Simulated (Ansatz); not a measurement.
# Band-structure calculation of GeSe

System: GeSe (Pnma, 8 atoms in the cell).
Method: DFT, r2SCAN, plane waves, PAW, no spin polarisation (Ansatz 0.2.0).

The structure derives from a Materials Project entry. The geometry comes from this level: r2SCAN (a point of a series of strains). It belongs to a series of runs on one base structure; here: hydrostatic strain -3.0%.

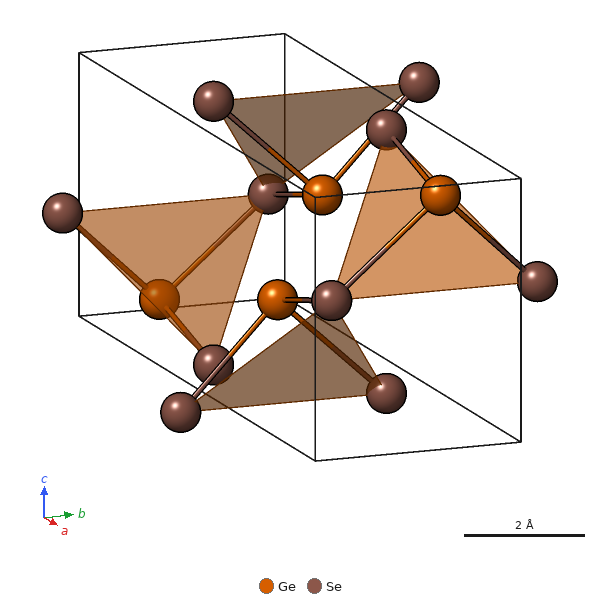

Fig. 1: The input geometry (polyhedral view of the cell of the calculation, seen slightly off an axis; polyhedra are completed across the faces of the cell). An atom can appear more than once, as a periodic image.

Input
```yaml
crystal:
  lattice:
    - [10.9022206404, 0.0, 0.0]
    - [0.0, 3.6801769444, 0.0]
    - [0.0, 0.0, 4.5269108742]
  atoms:
    - { symbol: Ge, position: [0.1228129746, 0.25, 0.1133167613] }
    - { symbol: Ge, position: [0.8771870254, 0.75, 0.8866832387] }
    - { symbol: Ge, position: [0.3771870254, 0.75, 0.6133167613] }
    - { symbol: Ge, position: [0.6228129746, 0.25, 0.3866832387] }
    - { symbol: Se, position: [0.851812116, 0.25, 0.5093778562] }
    - { symbol: Se, position: [0.148187884, 0.75, 0.4906221438] }
    - { symbol: Se, position: [0.648187884, 0.75, 0.0093778562] }
    - { symbol: Se, position: [0.351812116, 0.25, 0.9906221438] }
kpoints:
  mp_grid: { grid: [2, 6, 6] }
  band_path:
    path:
      - [0.0, 0.0, 0.0]
      - [0.5, 0.0, 0.0]
      - [0.5, 0.5, 0.0]
      - [0.0, 0.5, 0.0]
      - [0.0, 0.0, 0.5]
      - [0.5, 0.0, 0.5]
      - [0.5, 0.5, 0.5]
      - [0.0, 0.5, 0.5]
    npoints: 1
hamiltonian:
  xc: r2scan
scf:
  occupations: { method: fixed }
  n_extra_bands: 6
output:
  forces: true
  stress: true
  eigenvalues: true
  write_density: true
  write_potential: true
  elf: true
  volumetric_format: npy
```

Launch command:
```bash
ansatz run input.yaml --threads 2 --pin off --max-ram 18432MiB --backend cpu --events-out ev --progress --plain --runs-dir out
```

Log
```
scf.n_extra_bands = 6 over 60 filled bands (N_el = 120.0): the run solves 66 bands
Engine: ansatz 0.2.0, x86_64-unknown-linux-gnu
Pseudopotentials: kind: paw
Pseudopotential: Ge, paw, valence charge 14, recommended cutoff 500 eV (meta_gga), Ge.paw.azcp
Pseudopotential: Se, paw, valence charge 16, recommended cutoff 500 eV (meta_gga), Se.paw.azcp
Functional definition: r2SCAN
  parameter k0 = 0.174
  parameter k1 = 0.065
  parameter a1 = 4.9479
  exchange = r2scan_x(k0 = k0, k1 = k1, a1 = a1)
  correlation = r2scan_c
Crystal: 8 atoms, lattice volume = 181.629 Å³
Basis set: ecut = 500 eV, 4639 PW (Γ), exchange–correlation on 320×108×144 points (64 copies of the dense FFT grid, shifted against one another)
Bands: 66, of which v1, the nominal top of the filled ones, is band 60 counted from 1 (59 counted from 0)
Symmetry: 8 space group operations
Space group: Pnma (ITA 62), of the structure as read, at distance tolerance 5.7e-5 Å
k-points: 32 of 72
Non-local potential: Ge, projectors of the file, l = 0: 2, l = 1: 2, l = 2: 3, l = 3: 1
Non-local potential: Se, projectors of the file, l = 0: 2, l = 1: 2, l = 2: 3, l = 3: 1
PAW form: soft (Blöchl's): semilocal exchange-correlation on the pseudo side does not see the compensation charge
PAW frozen core: Ge, regenerated for the run's functional (the file was generated under x = pbe(κ = 0.804, μ = 0.2195149727645171), c = pbe(β = 0.06672455060314922))
PAW frozen core: Se, regenerated for the run's functional (the file was generated under x = pbe(κ = 0.804, μ = 0.2195149727645171), c = pbe(β = 0.06672455060314922))
PAW one-centre angular grid: Ge, 590 points (default); XC on 160 Gauss nodes
PAW one-centre angular grid: Se, 590 points (default); XC on 160 Gauss nodes
Initial density: superposition of atomic densities (neutral atoms: chi_scale 0, normalization atom), corrected by the library's trained network
Initial wavefunctions: pseudopotential atomic-orbital guess
Functional: x = r2scan, c = r2scan; τ floored in thin density (d = 2e-4 eV/Å³)
SCF iter   1: F=—  HF=-39125.529923 eV  |F-HF|=—  |Δ(HF+E_count)|=         —  Δρ=5.51e-3  dr2=3.85e-2  dr2_τ=1.60e-2  ethr=1.77e-3  ⟨swp⟩=5.0  Hψ=6654  notcnv=0  defer=115
preconditioner: auto → Resta (q_TF=auto, 2.546 Å⁻¹)  ε∞=4.9  [insulator: Δε(μ)=0.669 eV  Ē_g=8.879 eV  n_scr=56 (ndim 8)  ℏωp=17.4 eV  f_vac=0.001  ε∞_Penn≈4.9]
SCF iter   2: F=—  HF=-39125.575454 eV  |F-HF|=—  |Δ(HF+E_count)|=   4.55e-2  Δρ=2.76e-3  dr2=1.37e-2  dr2_τ=1.51e-4  ethr=3.21e-5  ⟨swp⟩=2.0  Hψ=4552  notcnv=0  defer=120
SCF iter   3: F=—  HF=-39125.576395 eV  |F-HF|=—  |Δ(HF+E_count)|=   9.42e-4  Δρ=1.33e-3  dr2=2.89e-3  dr2_τ=4.28e-5  ethr=1.14e-5  ⟨swp⟩=2.0  Hψ=2547  notcnv=0  defer=120
SCF iter   4: F=—  HF=-39125.577037 eV  |F-HF|=—  |Δ(HF+E_count)|=   6.42e-4  Δρ=2.75e-4  dr2=1.25e-4  dr2_τ=4.11e-6  ethr=2.41e-6  ⟨swp⟩=2.4  Hψ=3229  notcnv=0  defer=120
SCF iter   5: F=—  HF=-39125.577077 eV  |F-HF|=—  |Δ(HF+E_count)|=   3.99e-5  Δρ=1.14e-4  dr2=2.54e-5  dr2_τ=5.57e-7  ethr=1.04e-7  ⟨swp⟩=2.0  Hψ=3973  notcnv=0  defer=59
SCF iter   6: F=—  HF=-39125.577123 eV  |F-HF|=—  |Δ(HF+E_count)|=   4.65e-5  Δρ=2.55e-5  dr2=1.48e-6  dr2_τ=2.43e-8  ethr=2.11e-8  ⟨swp⟩=2.0  Hψ=3973  notcnv=0  defer=59
SCF iter   7: F=—  HF=-39125.577124 eV  |F-HF|=—  |Δ(HF+E_count)|=   8.70e-7  Δρ=8.53e-6  dr2=1.47e-7  dr2_τ=4.92e-9  ethr=1.23e-9  ⟨swp⟩=2.0  Hψ=2693  notcnv=0  defer=59
SCF iter   8: F=-39125.577124 eV  HF=-39125.577124 eV  |F-HF|=5.92e-9  |Δ(HF+E_count)|=   2.58e-8  Δρ=2.25e-6  dr2=9.47e-9  dr2_τ=1.33e-10  ethr=8.33e-11  ⟨swp⟩=12.9  Hψ=13764  notcnv=0
SCF 1 converged in 8 iterations: F = -39125.577124 eV  dr2 = 9.47e-9
  greatest PAW one-centre occupation: 1.000 electrons in one spin orbital (limit 2), on the Se atom at site 7 (counted from 0), in its partial waves of l = 2
NSCF: frozen V_eff on 8 k-points
SCF converged after 8 iterations
Free energy (F): -39125.577124 eV
Harris-Foulkes:  -39125.577124 eV  (|F-HF|=5.92e-9)
Internal energy: -39125.577124 eV  (E = F + TS)
E sigma→0 (E₀):  -39125.577124 eV
Fermi energy:    8.774167 eV
--- Per-component energies (eV) ---
  E_band       = -2153.955359
  E_kinetic    = 915.411561
  E_local      = -18834.385088  (includes V_loc(G=0)·N_el)
  E_nonlocal   = -717.823938
  E_hartree    = 8790.236046
  E_xc         = -669.941906
  E_vxc        = -694.730724  (∫ρ·V_xc dr)
  E_paw        = -15817.277514  (= ΣΔE_a)
  E_vpaw       = -438.939696  (= ΣTr[D̂ρ^β])
  E_aug_tail   = -0.000775  (compensation charges beyond the density's cutoff)
  E_vtau       = 36.040196  (kinetic-family band-sum trace: ∫τ·v_τ [+ j·A + Jᵃ·Aᵃ] dr)
  E_ewald      = -12780.393366
  E_core_change = -11.402144  (= ΣΔE_core)
  E_smearing   = -0.000000  (= −TS)
  E_closure    = 0.000000  (closes the sum)
  Σ components = -39125.577124   (vs F -39125.577124, Δ=0.00e0)
--- Forces (eV/Å), atoms counted from 1 ---
  atom   1  Ge    -0.00010988     0.00000000     0.00082522
  atom   2  Ge     0.00010988     0.00000000    -0.00082522
  atom   3  Ge     0.00010988     0.00000000     0.00082522
  atom   4  Ge    -0.00010988     0.00000000    -0.00082522
  atom   5  Se     0.00161297     0.00000000     0.00056085
  atom   6  Se    -0.00161297     0.00000000    -0.00056085
  atom   7  Se    -0.00161297     0.00000000     0.00056085
  atom   8  Se     0.00161297     0.00000000    -0.00056085
  max |Σ_I F_I| component: 8.67e-19 eV/Å
--- Stress (GPa, compression-positive) ---
        2.058880       0.000000       0.000000
        0.000000       4.632611       0.000000
        0.000000       0.000000       2.654465
  P = ⅓ Tr σ = 3.1153 GPa (31.153 kbar)
--- Band table (eV; the first three rows and the last of 32) ---
  k-point 0: bands = ["-39.9046", "-39.9045", "-39.9044", "-39.9043", "-39.9016", "-39.9015", "-39.9011", "-39.9010", "-39.8639", "-39.8636", "-39.8634", "-39.8631", "-39.8532", "-39.8530", "-39.8529", "-39.8527", "-39.8427", "-39.8426", "-39.8420", "-39.8419", "-16.5748", "-16.5707", "-16.5671", "-16.5639", "-16.5626", "-16.5614", "-16.5608", "-16.5597", "-16.5290", "-16.5260", "-16.5228", "-16.5216", "-16.5201", "-16.5189", "-16.5071", "-16.5043", "-16.4975", "-16.4966", "-16.4939", "-16.4930", "-6.7343", "-6.3706", "-5.2604", "-4.6749", "0.1249", "0.7147", "2.4953", "2.9700", "3.1668", "4.3176", "4.5540", "4.7665", "5.3750", "5.7810", "6.3701", "6.6762", "7.2672", "7.5059", "7.5570", "8.7742", "9.4582", "11.2864", "11.8103", "11.9003", "11.9875", "12.0345"]
  k-point 1: bands = ["-39.9046", "-39.9045", "-39.9044", "-39.9043", "-39.9016", "-39.9015", "-39.9011", "-39.9011", "-39.8638", "-39.8635", "-39.8634", "-39.8631", "-39.8532", "-39.8530", "-39.8529", "-39.8527", "-39.8426", "-39.8425", "-39.8421", "-39.8420", "-16.5742", "-16.5703", "-16.5675", "-16.5644", "-16.5627", "-16.5613", "-16.5612", "-16.5599", "-16.5282", "-16.5252", "-16.5229", "-16.5214", "-16.5200", "-16.5192", "-16.5069", "-16.5045", "-16.4974", "-16.4963", "-16.4943", "-16.4933", "-6.6064", "-6.2498", "-5.2797", "-4.7544", "-0.2819", "0.5840", "1.6464", "2.4398", "3.1988", "4.7739", "5.3900", "5.4120", "5.5195", "5.9106", "6.7081", "6.9418", "7.0563", "7.2351", "7.9882", "8.5701", "9.6287", "11.2006", "11.6702", "11.7003", "11.8703", "12.0788"]
  k-point 2: bands = ["-39.9046", "-39.9045", "-39.9044", "-39.9043", "-39.9015", "-39.9014", "-39.9012", "-39.9011", "-39.8637", "-39.8635", "-39.8634", "-39.8632", "-39.8531", "-39.8530", "-39.8529", "-39.8527", "-39.8425", "-39.8424", "-39.8422", "-39.8421", "-16.5726", "-16.5691", "-16.5688", "-16.5657", "-16.5629", "-16.5620", "-16.5612", "-16.5604", "-16.5263", "-16.5233", "-16.5232", "-16.5211", "-16.5202", "-16.5197", "-16.5065", "-16.5050", "-16.4971", "-16.4957", "-16.4953", "-16.4940", "-6.2537", "-5.9156", "-5.4217", "-5.0240", "-0.6910", "0.3775", "0.4262", "1.4971", "3.6384", "5.2824", "5.9133", "6.2575", "6.3138", "6.3922", "6.6934", "6.8665", "7.0599", "8.1375", "8.1420", "8.6569", "10.2763", "10.3516", "10.7215", "11.4467", "11.4771", "12.0426"]
  k-point 31: bands = ["-39.9047", "-39.9047", "-39.9047", "-39.9047", "-39.9005", "-39.9005", "-39.9005", "-39.9005", "-39.8634", "-39.8634", "-39.8634", "-39.8634", "-39.8532", "-39.8532", "-39.8532", "-39.8532", "-39.8419", "-39.8419", "-39.8419", "-39.8419", "-16.5720", "-16.5720", "-16.5720", "-16.5720", "-16.5566", "-16.5566", "-16.5566", "-16.5566", "-16.5264", "-16.5264", "-16.5264", "-16.5264", "-16.5157", "-16.5157", "-16.5157", "-16.5157", "-16.4903", "-16.4903", "-16.4903", "-16.4903", "-4.7774", "-4.7774", "-4.7774", "-4.7774", "0.2244", "0.2244", "0.2244", "0.2244", "3.6589", "3.6589", "3.6589", "3.6589", "4.3075", "4.3075", "4.3075", "4.3075", "7.0463", "7.0463", "7.0463", "7.0463", "11.4163", "11.4163", "11.4163", "11.4163", "13.6373", "13.6373"]
```

File rho_z.tsv
```
# z_ang	rho[e/angstrom^3]
# format = ansatz-planar-average/11
# lattice	10.902220640	0.000000000	0.000000000
# lattice	0.000000000	3.680176944	0.000000000
# lattice	0.000000000	0.000000000	4.526910874
# sites	8
# site	32	1.338934147	0.920044236	0.512974879
# site	32	9.563286494	2.760132708	4.013935995
# site	32	4.112176174	2.760132708	2.776430316
# site	32	6.790044467	0.920044236	1.750480558
# site	34	9.286643633	0.920044236	2.305908156
# site	34	1.615577008	2.760132708	2.221002718
# site	34	7.066687328	2.760132708	0.042452719
# site	34	3.835533313	0.920044236	4.484458155
0.000000	1.147003e0
0.125748	1.078715e0
0.251495	9.460355e-1
0.377243	8.488541e-1
0.502990	7.651800e-1
0.628738	6.241657e-1
0.754485	4.484904e-1
0.880233	3.117668e-1
1.005980	2.398834e-1
1.131728	2.191782e-1
1.257475	2.398834e-1
1.383223	3.117668e-1
1.508970	4.484904e-1
1.634718	6.241657e-1
1.760465	7.651800e-1
1.886213	8.488541e-1
2.011960	9.460355e-1
2.137708	1.078715e0
2.263455	1.147003e0
2.389203	1.078715e0
2.514950	9.460355e-1
2.640698	8.488541e-1
2.766446	7.651800e-1
2.892193	6.241657e-1
3.017941	4.484904e-1
3.143688	3.117668e-1
3.269436	2.398834e-1
3.395183	2.191782e-1
3.520931	2.398834e-1
3.646678	3.117668e-1
3.772426	4.484904e-1
3.898173	6.241657e-1
4.023921	7.651800e-1
4.149668	8.488541e-1
4.275416	9.460355e-1
4.401163	1.078715e0
```

File v_z.tsv
```
# z_ang	v_es[eV]	v_tot[eV]
# format = ansatz-planar-average/11
# xc	r2scan
# density_cutoff_ev	2000
# datasets	Ge=:simpson_from_first_knot:soft:shift=0	Se=:simpson_from_first_knot:soft:shift=0
# lattice	10.902220640	0.000000000	0.000000000
# lattice	0.000000000	3.680176944	0.000000000
# lattice	0.000000000	0.000000000	4.526910874
# sites	8
# site	32	1.338934147	0.920044236	0.512974879
# site	32	9.563286494	2.760132708	4.013935995
# site	32	4.112176174	2.760132708	2.776430316
# site	32	6.790044467	0.920044236	1.750480558
# site	34	9.286643633	0.920044236	2.305908156
# site	34	1.615577008	2.760132708	2.221002718
# site	34	7.066687328	2.760132708	0.042452719
# site	34	3.835533313	0.920044236	4.484458155
0.000000	4.475691e0	-6.689404e0
0.125748	4.533963e0	-6.590000e0
0.251495	4.703301e0	-6.242908e0
0.377243	4.959629e0	-5.710809e0
0.502990	5.299593e0	-5.059324e0
0.628738	5.801631e0	-4.210997e0
0.754485	6.498654e0	-3.178772e0
0.880233	7.209273e0	-2.196182e0
1.005980	7.668510e0	-1.589655e0
1.131728	7.805837e0	-1.415721e0
1.257475	7.668510e0	-1.589655e0
1.383223	7.209273e0	-2.196182e0
1.508970	6.498654e0	-3.178772e0
1.634718	5.801631e0	-4.210997e0
1.760465	5.299593e0	-5.059324e0
1.886213	4.959629e0	-5.710809e0
2.011960	4.703301e0	-6.242908e0
2.137708	4.533963e0	-6.590000e0
2.263455	4.475691e0	-6.689404e0
2.389203	4.533963e0	-6.590000e0
2.514950	4.703301e0	-6.242908e0
2.640698	4.959629e0	-5.710809e0
2.766446	5.299593e0	-5.059324e0
2.892193	5.801631e0	-4.210997e0
3.017941	6.498654e0	-3.178772e0
3.143688	7.209273e0	-2.196182e0
3.269436	7.668510e0	-1.589655e0
3.395183	7.805837e0	-1.415721e0
3.520931	7.668510e0	-1.589655e0
3.646678	7.209273e0	-2.196182e0
3.772426	6.498654e0	-3.178772e0
3.898173	5.801631e0	-4.210997e0
4.023921	5.299593e0	-5.059324e0
4.149668	4.959629e0	-5.710809e0
4.275416	4.703301e0	-6.242908e0
4.401163	4.533963e0	-6.590000e0
```

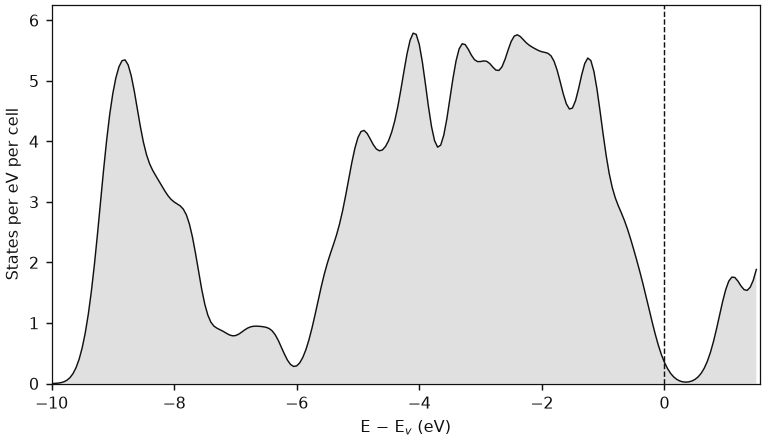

Fig. 2: Density of states (the curve is built from the levels of the k mesh with Gaussians 0.4 eV wide, which also blur the band edges), with energies from the valence-band top. There is a gap of 0.68 eV on the k-point mesh. The curves stop near 1.5 eV above the Fermi level, where the computed bands end. Small ripples come from the finite k-point mesh.

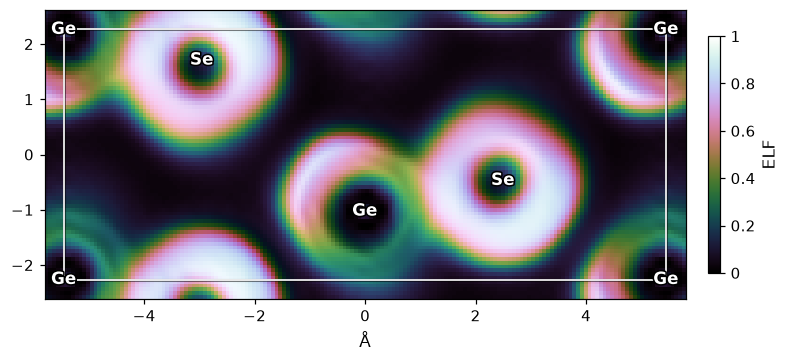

Fig. 3: Electron localisation function on the (010) plane of the conventional cell. Atoms in the plane: Ge and Se. The fields are those of the smooth PAW valence density.

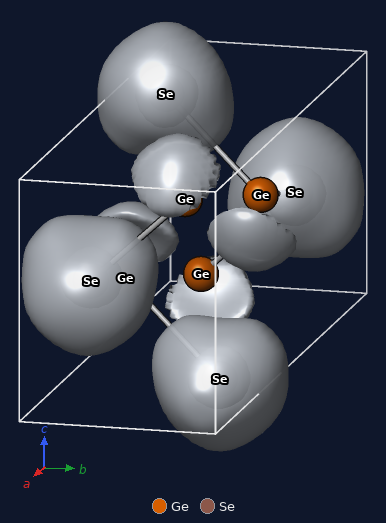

Fig. 4: Isosurface of the electron localisation function at 0.65 (grey), seen slightly off an axis. Core shells and regions of very low density are left out. Sticks mark near contacts. The outline is the cell set on symmetry axes. Values along the shortest contacts: Ge–Se (2.53 Å): the ELF is about 0.70 at the midpoint.

Results in brief

| quantity | value |
| --- | --- |
| outcome | converged |
| space group (tolerance 0.01 Å) | Pnma (62) |
| electrons treated | 120 |
| free energy | −39125.5771 eV |
| Fermi energy | 8.774 eV |
| gap on the k-point mesh | 0.68 eV |
| pressure | 3.12 GPa |
| largest force (length of the vector) | 0.002 eV/Å |
| hardware | 2 threads of AMD EPYC (Zen 3), 264 GiB of memory available, shared host |
| wall time | 20 s (CPU time 40 s) |
| peak memory | 1.1 GiB |
